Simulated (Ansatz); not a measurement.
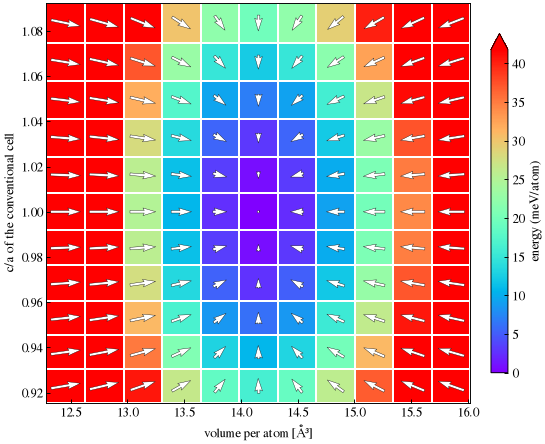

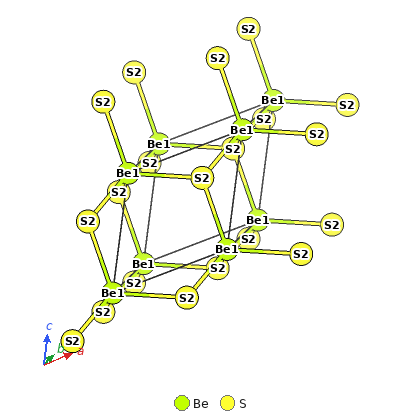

Energy landscape of BeS (F-43m, No. 216; 2 atoms in the cell). The energy is mapped over volume and the cell's shape. First axis: volume per atom. Second axis: c/a of the conventional cell. Nothing is relaxed (symmetry fixes all fractional coordinates). Grid: 11 × 11 points. Points are written as (first, second). Energies: meV/atom, counted from the lowest grid point. Level of theory: DFT PBEsol, scalar-relativistic, plane waves, PAW (Ansatz). Settings: cutoff 520 eV, k-mesh 10×10×10, gaussian smearing 0.05 eV, no spin polarisation.

Drawn: one coloured cell a grid point, arrows along the force (downhill), their lengths compressed, one colour for all values above the top of the scale. The second picture is the structure at the lowest point

### Summarise what can be read from the map.

The lowest grid point is at (14.155 Å³, 1.000). No other kind of well shows on this grid. The highest grid point, (12.456 Å³, 1.083), lies 94 meV/atom above the lowest. Round the minimum the two coordinates are nearly uncoupled. The gap on the k-mesh is 2.9 eV at the lowest point and runs from 1.9 to 3.1 eV over the map.

Each point was launched as `ansatz run input.yaml --threads 1 --pin off --max-ram 2048MiB --backend cpu --events-out ev --progress --plain --runs-dir out`. Time for the 121 points that were run: 5.1 min on 1 thread of Arm Neoverse V2, with other jobs on the host.
